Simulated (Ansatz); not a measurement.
## Single-point calculation, with input and output: Pt (part 2 of 2)

The same run, continued: Pt (27 atoms in the cell); DFT PBE, scalar-relativistic, plane waves, PAW, no spin polarisation (Ansatz 0.2.0); cutoff 420 eV, 4×4×4 k-mesh, Gaussian smearing of 0.1 eV. The structure derives from an entry of the Crystallography Open Database. It belongs to a series of runs on one base structure; here: the perfect crystal in a cell of 27 atoms.

## Output, continued
```
  k-point 1: bands = ["-76.0699", "-76.0579", "-76.0520", "-76.0520", "-76.0520", "-76.0481", "-76.0481", "-76.0481", "-76.0480", "-76.0480", ... 82 levels left out ..., "-30.1464", "-30.1464", "-30.1450", "-30.1450", "-30.1450", "-30.1384", "-30.1384", "-30.1384", "-30.1373", "-30.1373", "-30.1373", "-30.1201", "-30.1201", "-30.1179", "-30.0938", "-30.0938", "12.7273", "14.4530", "15.1924", "15.1924", "15.1924", "15.3118", "15.4635", "15.4635", "15.4635", "15.7566", "15.7566", "15.7566", "15.9414",
      "15.9414", "15.9414", "16.3787", "16.3787", "16.3787", "16.4597", "16.4597", "16.4597", "16.8338", "16.8338", "16.8338", "16.8977", "16.8977", "16.8977", "16.8977", "16.8977", "16.8977", "16.9700", "16.9700", "16.9700", "17.1549", "17.1549", "17.1549", "17.5932", "17.5932", "17.5932", "17.5932", "17.5932", "17.5932", "17.9218", "17.9218", "17.9218", "18.3839", "18.4420", "18.4420", "18.4420", "18.5483", "18.5483", "18.5483", "18.6002",
      "18.6221", "18.6221", "18.6221", "18.6221", "18.6221", "18.6221", "18.7145", "18.7145", "18.7145", "18.7235", "18.7235", "18.8154", "18.8154", "18.8622", "18.8622", "18.8622", "18.9770", "18.9770", "18.9770", "19.0682", "19.0682", "19.1631", "19.1631", "19.1631", "19.2717", "19.2717", "19.2717", "19.2764", "19.2764", "19.2764", "19.5039", "19.5039", "19.5039", "19.9457", "19.9457", "19.9457", "20.3888", "20.3888", "20.3888", "20.3888",
      "20.3888", "20.3888", "20.4449", "20.4449", "20.4449", "20.5464", "20.5464", "20.5464", "20.6950", "20.6950", "20.8368", "20.9098", "20.9098", "20.9098", "20.9234", "20.9234", "21.2648", "21.2648", "21.2648", "21.2730", "21.2730", "21.2730", "21.3635", "21.3635", "21.3635", "21.3639", "21.3639", "21.3639", "21.4265", "21.4265", "21.4265", "21.6799", "21.6799", "21.6799", "21.8399", "21.8399", "21.8399", "21.9595", "21.9595", "21.9595",
      "21.9595", "21.9595", "21.9595", "22.0909", "22.0909", "22.2197", "22.2197", "22.2197", "22.3128", "22.3128", "22.3128", "22.5277", "22.5277", "22.5277", "22.8478", "22.8478", "22.8478", "25.3013", "25.3013", "25.3013", "26.8761", "26.8761", "26.8761", "26.8761", "26.8761", "26.8761", "27.8328", "27.8328", "27.8328", "28.3476", "28.3476", "28.3476", "29.3954", "29.4990", "29.4990", "29.4990", "29.4990", "29.4990", "29.4990", "30.6507",
      "30.6507", "30.6507", "31.4022", "31.4022", "31.4022", "32.8943", "32.8943", "32.8943", "33.0675", "33.0675", "33.0675"]
  k-point 2: bands = ["-76.0648", "-76.0648", "-76.0510", "-76.0510", "-76.0510", "-76.0510", "-76.0510", "-76.0510", "-76.0440", "-76.0440", ... 82 levels left out ..., "-30.1638", "-30.1638", "-30.1638", "-30.1638", "-30.1505", "-30.1505", "-30.1505", "-30.1505", "-30.1505", "-30.1505", "-30.1504", "-30.1504", "-30.1049", "-30.1049", "-30.1049", "-30.1049", "13.4746", "13.4746", "15.3231", "15.5091", "15.5091", "15.5091", "15.5091", "15.5091", "15.5091", "16.1158", "16.1158", "16.1158", "16.1158",
      "16.1158", "16.1158", "16.1446", "16.1446", "16.1446", "16.1446", "16.1446", "16.1446", "16.6728", "16.6728", "16.6728", "16.6728", "16.6728", "16.6728", "17.2179", "17.2179", "17.2179", "17.2179", "17.2179", "17.2179", "17.3340", "17.3340", "17.3340", "17.3340", "17.3340", "17.3340", "17.5894", "17.5894", "17.5894", "17.5894", "17.5894", "17.5894", "18.2983", "18.2983", "18.2983", "18.2983", "18.2983", "18.2983", "18.3747", "18.3747",
      "18.4565", "18.4565", "18.4565", "18.4565", "18.4565", "18.4565", "18.6537", "18.6537", "18.8182", "18.8182", "18.8182", "18.8182", "18.8182", "18.8182", "18.9346", "18.9346", "18.9346", "18.9346", "18.9346", "18.9346", "19.0242", "19.0242", "19.0242", "19.0242", "19.3604", "19.3604", "19.3604", "19.3604", "19.3604", "19.3604", "19.7407", "19.7407", "19.7407", "19.7407", "19.7407", "19.7407", "20.0587", "20.0587", "20.0587", "20.0587",
      "20.0587", "20.0587", "20.3088", "20.3088", "20.3088", "20.3088", "20.3088", "20.3088", "20.6542", "20.6542", "20.6542", "20.6542", "21.2031", "21.2031", "21.2031", "21.2031", "21.2031", "21.2031", "21.2876", "21.2876", "21.2876", "21.2876", "21.2876", "21.2876", "21.2985", "21.2985", "21.2985", "21.2985", "21.2985", "21.2985", "21.7999", "21.7999", "21.7999", "21.7999", "21.7999", "21.7999", "21.9432", "22.1677", "22.1677", "22.1677",
      "22.1677", "22.1677", "22.1677", "22.3288", "22.3288", "22.5254", "22.5254", "22.5254", "22.5254", "22.5254", "22.5254", "23.9597", "23.9597", "23.9597", "23.9597", "23.9597", "23.9597", "25.2473", "25.2473", "25.2473", "25.2473", "25.2473", "25.2473", "27.7176", "27.7176", "27.7176", "27.7176", "27.7176", "27.7176", "27.8652", "28.2071", "28.2071", "28.2071", "28.2071", "28.2071", "28.2071", "30.5809", "30.5809", "30.5809", "30.5809",
      "30.5809", "30.5809", "30.7266", "30.7266", "30.7266", "30.7266", "30.7266", "30.7266", "34.2591", "34.2591", "34.2591"]
  k-point 7: bands = ["-76.0607", "-76.0607", "-76.0607", "-76.0607", "-76.0487", "-76.0487", "-76.0487", "-76.0487", "-76.0417", "-76.0417", ... 82 levels left out ..., "-30.1663", "-30.1663", "-30.1663", "-30.1663", "-30.1423", "-30.1423", "-30.1423", "-30.1423", "-30.1410", "-30.1410", "-30.1410", "-30.1410", "-30.1158", "-30.1158", "-30.1158", "-30.1158", "14.1213", "14.1213", "14.1213", "14.1213", "15.8489", "15.8489", "15.9288", "15.9288", "15.9288", "15.9288", "16.0560", "16.0560", "16.0560",
      "16.0560", "16.2514", "16.2514", "16.4210", "16.4210", "16.4210", "16.4210", "16.4210", "16.4210", "16.4210", "16.4210", "16.6669", "16.6669", "16.6669", "16.6669", "16.9437", "17.0082", "17.0082", "17.0082", "17.0082", "17.6281", "17.6281", "17.6281", "17.6281", "17.7716", "17.7716", "17.7716", "17.7716", "17.7716", "17.7716", "17.7716", "17.7716", "17.9490", "17.9490", "17.9490", "17.9490", "17.9881", "17.9881", "18.1879", "18.1879",
      "18.1879", "18.1879", "18.4625", "18.4625", "18.4625", "18.4625", "18.4625", "18.4625", "18.4625", "18.4625", "18.5265", "18.5265", "18.5265", "18.5265", "18.9143", "18.9143", "18.9143", "18.9143", "19.1709", "19.1709", "19.1709", "19.1709", "19.2046", "19.2046", "19.2046", "19.2046", "19.4429", "19.4429", "19.4429", "19.4429", "19.8544", "19.8544", "19.8544", "19.8544", "20.0462", "20.0462", "20.0462", "20.0462", "20.0462", "20.0462",
      "20.0462", "20.0462", "20.1081", "20.1081", "20.1081", "20.1081", "20.1433", "20.1433", "20.1433", "20.1433", "20.3378", "20.3378", "20.3378", "20.3378", "20.4105", "21.1189", "21.1189", "21.1189", "21.1189", "21.2022", "21.2022", "21.2022", "21.2022", "21.2232", "21.2232", "21.9162", "21.9162", "22.0656", "22.0656", "22.0656", "22.0656", "22.0656", "22.0656", "22.0656", "22.0656", "22.2149", "22.2149", "22.2149", "22.2149", "22.3071",
      "22.3071", "22.3071", "22.3071", "22.7558", "22.7558", "22.7583", "22.8889", "22.8889", "22.8889", "22.8889", "24.2976", "24.2976", "24.2976", "24.2976", "24.2976", "24.2976", "24.2976", "24.2976", "25.0434", "25.0434", "25.0434", "25.0434", "25.8544", "25.8544", "26.1691", "26.1691", "26.1691", "26.1691", "27.6860", "27.6860", "27.6860", "27.6860", "29.1647", "30.1954", "30.1954", "30.3877", "30.3877", "30.6505", "30.6505", "30.6505",
      "30.6505", "30.6505", "30.6505", "30.6505", "30.6505", "31.0853", "31.0853", "31.0853", "31.0853", "32.9134", "32.9134"]
```

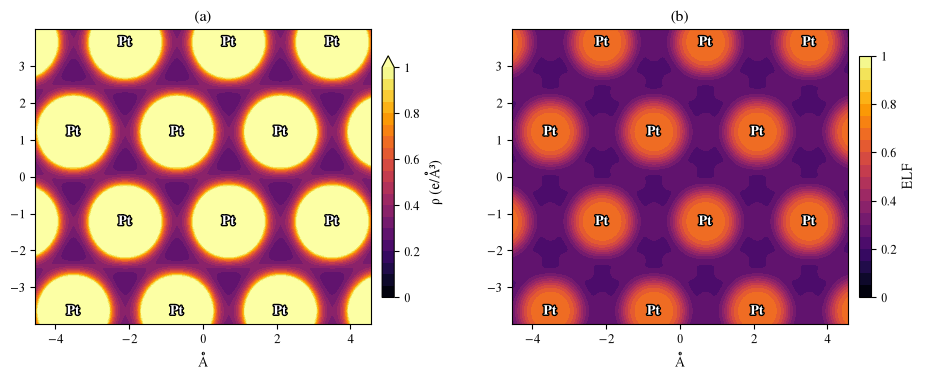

(a) valence charge density (pseudo); (b) electron localisation function on the (100) plane of the calculation cell. The section cuts through Pt sites. Pt–Pt (2.81 Å): the density is about 0.35 e/Å³ at the midpoint; the ELF is about 0.30 at the midpoint (no localised pair between them). Away from the nuclei the density in this plane falls to 0.25 e/Å³ at its lowest. The strong features right at Pt lie inside the PAW spheres (semicore, d or f shells) and say nothing about bonding. The fields are those of the smooth PAW valence density.

## Results in brief

```json
{"quantity": "outcome", "value": "converged"}
{"quantity": "space group (tolerance 0.01 Å)", "value": "Fm-3m (225)"}
{"quantity": "electrons treated", "value": "486"}
{"quantity": "free energy", "value": "−338121.6043 eV"}
{"quantity": "Fermi energy", "value": "22.306 eV"}
{"quantity": "gap on the k-point mesh", "value": "none (metallic)"}
{"quantity": "pressure", "value": "0.13 GPa"}
{"quantity": "largest force (length of the vector)", "value": "under 0.001 eV/Å"}
{"quantity": "wall time", "value": "15 s (CPU time 58 s)"}
{"quantity": "peak memory", "value": "2.6 GiB"}
```

## Notes

Spin–orbit coupling is left out, which matters for Pt.
